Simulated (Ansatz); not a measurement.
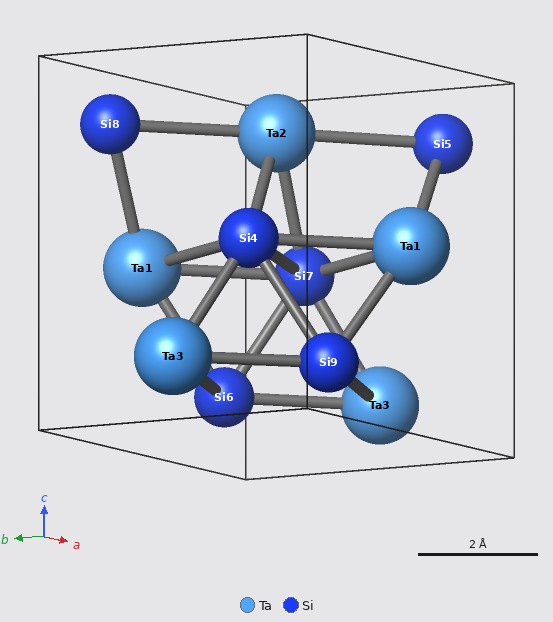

**Figure 1.** The structure as given in the input (ball-and-stick view of the cell of the calculation, seen at an oblique angle; atoms are numbered from 1 in the order of the input). An atom can appear more than once, as a periodic image.

## What a change does: single-point calculation on TaSi2

System: TaSi2 (C222, 9 atoms in the cell).
Method of run 1: DFT PBEsol, scalar-relativistic, plane waves, PAW, no spin polarisation (Ansatz 0.2.0).

The structure derives from an entry of the Crystallography Open Database. Text and figures count atoms from 1; the logs count them from 0 in places.

**Input file, run 1**
```yaml
crystal:
  lattice:
    - [4.7608595319, 0.0, 0.0]
    - [-2.3804297659, 4.1230252985, 0.0]
    - [0.0, 0.0, 6.5557841497]
  atoms:
    - { symbol: Ta, position: [0.5, 0.0, 0.5] }
    - { symbol: Ta, position: [0.5, 0.5, 0.8306851313] }
    - { symbol: Ta, position: [0.0, 0.5, 0.1693148687] }
    - { symbol: Si, position: [0.1774580693, 0.3549161385, 0.5] }
    - { symbol: Si, position: [0.8512909391, 0.1516354988, 0.8283665736] }
    - { symbol: Si, position: [0.6996554403, 0.8483645012, 0.1716334264] }
    - { symbol: Si, position: [0.8225419307, 0.6450838615, 0.5] }
    - { symbol: Si, position: [0.1487090609, 0.8483645012, 0.8283665736] }
    - { symbol: Si, position: [0.3003445597, 0.1516354988, 0.1716334264] }
basis:
  ecutwfc: 420
kpoints:
  mp_grid: { grid: [12, 12, 6] }
hamiltonian:
  xc: pbesol
scf:
  occupations: { method: gaussian, width: 0.15 }
output:
  forces: true
  stress: true
  eigenvalues: true
```

Command:
```bash
ansatz run input.yaml --threads 2 --pin off --max-ram 5120MiB --backend cpu --events-out ev --progress --plain --runs-dir out
```

Hardware: 2 threads of Intel Xeon (Granite Rapids), 192 GiB of memory available, shared host.

**Output, shortened to warnings, some set-up lines, iterations and results (run 1)**
```
Basis set: ecut = 420 eV, 2523 PW (Γ), exchange–correlation on 64×64×90 points (8 copies of the dense FFT grid, shifted against one another)
Symmetry: 4 space group operations
k-points: 172 of 864 (time reversal used)
Initial density: superposition of atomic densities (neutral atoms: chi_scale 0, normalization atom), corrected by the library's trained network
[...]
SCF iter   1: F=—  HF=-33153.383349 eV  |F-HF|=—  |Δ(HF+E_count)|=         —  Δρ=5.28e-3  dr2=4.71e-2  ethr=1.77e-3  ⟨swp⟩=6.8  Hψ=32678  notcnv=0
SCF iter   2: F=—  HF=-33153.376243 eV  |F-HF|=—  |Δ(HF+E_count)|=   7.11e-3  Δρ=2.61e-3  dr2=6.99e-3  ethr=7.48e-5  ⟨swp⟩=2.0  Hψ=9138  notcnv=0
SCF iter   3: F=—  HF=-33153.375563 eV  |F-HF|=—  |Δ(HF+E_count)|=   6.80e-4  Δρ=7.03e-4  dr2=4.46e-4  ethr=1.11e-5  ⟨swp⟩=2.0  Hψ=8315  notcnv=0
SCF iter   4: F=—  HF=-33153.375531 eV  |F-HF|=—  |Δ(HF+E_count)|=   3.24e-5  Δρ=9.31e-5  dr2=1.42e-5  ethr=7.08e-7  ⟨swp⟩=2.0  Hψ=9208  notcnv=0
SCF iter   5: F=—  HF=-33153.375497 eV  |F-HF|=—  |Δ(HF+E_count)|=   3.41e-5  Δρ=2.95e-5  dr2=2.02e-6  ethr=2.26e-8  ⟨swp⟩=2.0  Hψ=9825  notcnv=0
SCF iter   6: F=-33153.375496 eV  HF=-33153.375496 eV  |F-HF|=3.17e-8  |Δ(HF+E_count)|=   3.57e-7  Δρ=5.46e-6  dr2=5.21e-8  ethr=1.59e-10  ⟨swp⟩=9.7  Hψ=35599  notcnv=0
SCF 1 converged in 6 iterations: F = -33153.375496 eV  dr2 = 5.21e-8
SCF converged after 6 iterations
Free energy (F): -33153.375496 eV
Harris-Foulkes:  -33153.375496 eV  (|F-HF|=3.17e-8)
Internal energy: -33153.335515 eV  (E = F + TS)
E sigma→0 (E₀):  -33153.355506 eV
Entropy (-TS):   -0.039981 eV (-4.442 meV/atom)
Fermi energy:    15.287887 eV
--- Per-component energies (eV) ---
  E_band       = -249.911095
  E_kinetic    = 1366.542070
  E_local      = -2335.605452  (includes V_loc(G=0)·N_el)
  E_nonlocal   = 206.072695
  E_hartree    = 893.726267
  E_xc         = -993.140102
  E_vxc        = -910.874776  (∫ρ·V_xc dr)
  E_paw        = -27812.845233  (= ΣΔE_a)
  E_vpaw       = -363.489964  (= ΣTr[D̂ρ^β])
  E_aug_tail   = 0.000442  (compensation charges beyond the density's cutoff)
  E_ewald      = -4478.916506
  E_core_change = 0.830303  (= ΣΔE_core)
  E_smearing   = -0.039981  (= −TS)
  E_closure    = -0.000000  (closes the sum)
  Σ components = -33153.375496   (vs F -33153.375496, Δ=0.00e0)
--- Forces (eV/Å), atoms counted from 1 ---
  atom   1  Ta     0.00000000     0.00000000    -0.00000000
  atom   2  Ta     0.00000000     0.00000000     0.99896722
  atom   3  Ta    -0.00000000    -0.00000000    -0.99896722
  atom   4  Si    -0.00000000    -1.20663625    -0.00000000
  atom   5  Si    -0.74632613     0.36218243     0.25122298
  atom   6  Si    -0.74632613    -0.36218243    -0.25122298
  atom   7  Si     0.00000000     1.20663625     0.00000000
  atom   8  Si     0.74632613    -0.36218243     0.25122298
  atom   9  Si     0.74632613     0.36218243    -0.25122298
  max |Σ_I F_I| component: 2.22e-16 eV/Å
--- Stress (GPa, compression-positive) ---
        2.784963      -0.000000       0.000000
       -0.000000       0.829717       0.000000
        0.000000       0.000000       0.284744
  P = ⅓ Tr σ = 1.2998 GPa (12.998 kbar)
```

The input of run 2 differs as follows (lines with − go, lines with + come):
```diff
-    - { symbol: Ta, position: [0.5, 0.5, 0.8306851313] }
-    - { symbol: Ta, position: [0.0, 0.5, 0.1693148687] }
-    - { symbol: Si, position: [0.1774580693, 0.3549161385, 0.5] }
-    - { symbol: Si, position: [0.8512909391, 0.1516354988, 0.8283665736] }
-    - { symbol: Si, position: [0.6996554403, 0.8483645012, 0.1716334264] }
-    - { symbol: Si, position: [0.8225419307, 0.6450838615, 0.5] }
-    - { symbol: Si, position: [0.1487090609, 0.8483645012, 0.8283665736] }
-    - { symbol: Si, position: [0.3003445597, 0.1516354988, 0.1716334264] }
+    - { symbol: Ta, position: [0.5, 0.5, 0.8368642694] }
+    - { symbol: Ta, position: [0.0, 0.5, 0.1631357306] }
+    - { symbol: Si, position: [0.135013508, 0.2700270159, 0.5] }
+    - { symbol: Si, position: [0.8266544809, 0.1694436019, 0.8399556797] }
+    - { symbol: Si, position: [0.657210879, 0.8305563981, 0.1600443203] }
+    - { symbol: Si, position: [0.864986492, 0.7299729841, 0.5] }
+    - { symbol: Si, position: [0.1733455191, 0.8305563981, 0.8399556797] }
+    - { symbol: Si, position: [0.342789121, 0.1694436019, 0.1600443203] }
```

How does run 2 compare with run 1?

With the same functional and potentials, run 2 lies 48.0 meV per atom higher. The pressure goes from 1.30 to 2.75 GPa. The largest force goes from 1.207 to 3.239 eV/Å. The number of SCF iterations is the same.

**Output, shortened to warnings, some set-up lines, iterations and results (run 2)**
```
Basis set: ecut = 420 eV, 2523 PW (Γ), exchange–correlation on 64×64×90 points (8 copies of the dense FFT grid, shifted against one another)
Symmetry: 4 space group operations
k-points: 172 of 864 (time reversal used)
Initial density: superposition of atomic densities (neutral atoms: chi_scale 0, normalization atom), corrected by the library's trained network
[...]
SCF iter   1: F=—  HF=-33152.951958 eV  |F-HF|=—  |Δ(HF+E_count)|=         —  Δρ=5.22e-3  dr2=4.82e-2  ethr=1.77e-3  ⟨swp⟩=6.9  Hψ=32749  notcnv=0
SCF iter   2: F=—  HF=-33152.944591 eV  |F-HF|=—  |Δ(HF+E_count)|=   7.37e-3  Δρ=2.57e-3  dr2=7.19e-3  ethr=7.65e-5  ⟨swp⟩=2.1  Hψ=9315  notcnv=0  defer=1
SCF iter   3: F=—  HF=-33152.943840 eV  |F-HF|=—  |Δ(HF+E_count)|=   7.51e-4  Δρ=7.01e-4  dr2=4.63e-4  ethr=1.14e-5  ⟨swp⟩=2.0  Hψ=8339  notcnv=0  defer=1
SCF iter   4: F=—  HF=-33152.943805 eV  |F-HF|=—  |Δ(HF+E_count)|=   3.52e-5  Δρ=9.87e-5  dr2=2.04e-5  ethr=7.35e-7  ⟨swp⟩=2.0  Hψ=9260  notcnv=0  defer=1
SCF iter   5: F=—  HF=-33152.943788 eV  |F-HF|=—  |Δ(HF+E_count)|=   1.71e-5  Δρ=3.47e-5  dr2=1.96e-6  ethr=3.24e-8  ⟨swp⟩=2.1  Hψ=9226  notcnv=0  defer=1
SCF iter   6: F=-33152.943787 eV  HF=-33152.943787 eV  |F-HF|=3.15e-8  |Δ(HF+E_count)|=   3.67e-7  Δρ=5.34e-6  dr2=5.07e-8  ethr=1.59e-10  ⟨swp⟩=9.2  Hψ=36254  notcnv=0
SCF 1 converged in 6 iterations: F = -33152.943787 eV  dr2 = 5.07e-8
SCF converged after 6 iterations
Free energy (F): -33152.943787 eV
Harris-Foulkes:  -33152.943787 eV  (|F-HF|=3.15e-8)
Internal energy: -33152.904032 eV  (E = F + TS)
E sigma→0 (E₀):  -33152.923910 eV
Entropy (-TS):   -0.039755 eV (-4.417 meV/atom)
Fermi energy:    15.291273 eV
--- Per-component energies (eV) ---
  E_band       = -250.915392
  E_kinetic    = 1367.759746
  E_local      = -2343.274949  (includes V_loc(G=0)·N_el)
  E_nonlocal   = 206.808528
  E_hartree    = 896.389335
  E_xc         = -993.520319
  E_vxc        = -911.337700  (∫ρ·V_xc dr)
  E_paw        = -27813.018774  (= ΣΔE_a)
  E_vpaw       = -363.642097  (= ΣTr[D̂ρ^β])
  E_aug_tail   = 0.000464  (compensation charges beyond the density's cutoff)
  E_ewald      = -4474.878367
  E_core_change = 0.830303  (= ΣΔE_core)
  E_smearing   = -0.039755  (= −TS)
  E_closure    = -0.000000  (closes the sum)
  Σ components = -33152.943787   (vs F -33152.943787, Δ=0.00e0)
--- Forces (eV/Å), atoms counted from 1 ---
  atom   1  Ta     0.00000000     0.00000000    -0.00000000
  atom   2  Ta     0.00000000    -0.00000000    -1.43932455
  atom   3  Ta     0.00000000     0.00000000     1.43932455
  atom   4  Si     0.00000000     3.23936181     0.00000000
  atom   5  Si     0.74767451    -0.34970127    -0.50494518
  atom   6  Si     0.74767451     0.34970127     0.50494518
  atom   7  Si    -0.00000000    -3.23936181    -0.00000000
  atom   8  Si    -0.74767451     0.34970127    -0.50494518
  atom   9  Si    -0.74767451    -0.34970127     0.50494518
  max |Σ_I F_I| component: 1.11e-16 eV/Å
--- Stress (GPa, compression-positive) ---
        0.781165       0.000000       0.000000
        0.000000       7.029132       0.000000
        0.000000       0.000000       0.452654
  P = ⅓ Tr σ = 2.7543 GPa (27.543 kbar)
```

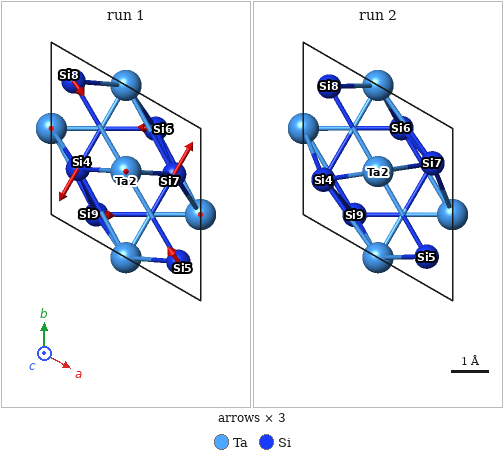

**Figure 2.** The two input geometries at one scale (ball-and-stick view of the cell of the calculation, along the c axis). The red arrows on the first give the shifts of the atoms relative to the cell, magnified 3 times. The largest moves, 0.35 Å, are those of Si atoms. Largest moves by element: Si 0.35 Å, Ta 0.04 Å. The cell stays as it was. Among the contacts that change: Si–Si 2.927 → 2.227 Å, Si–Si 2.664 → 3.043 Å, Si–Si 2.477 → 2.827 Å, Si–Ta 2.660 → 3.010 Å.

**The two runs side by side**

```csv
quantity,run 1,run 2
outcome,converged,converged
free energy per atom (eV),−3683.7084,−3683.6604
"energy per atom, smearing taken to zero (eV)",−3683.7062,−3683.6582
gap on the mesh (eV),0.00,0.00
pressure (GPa),1.30,2.75
largest force (eV/Å),1.207,3.239
SCF iterations,6,6
irreducible k-points,172,172
plane waves at Γ,2523,2523
wall time (shared host),18 s,18 s
```

For both runs: Spin–orbit coupling is left out, which matters for Ta.
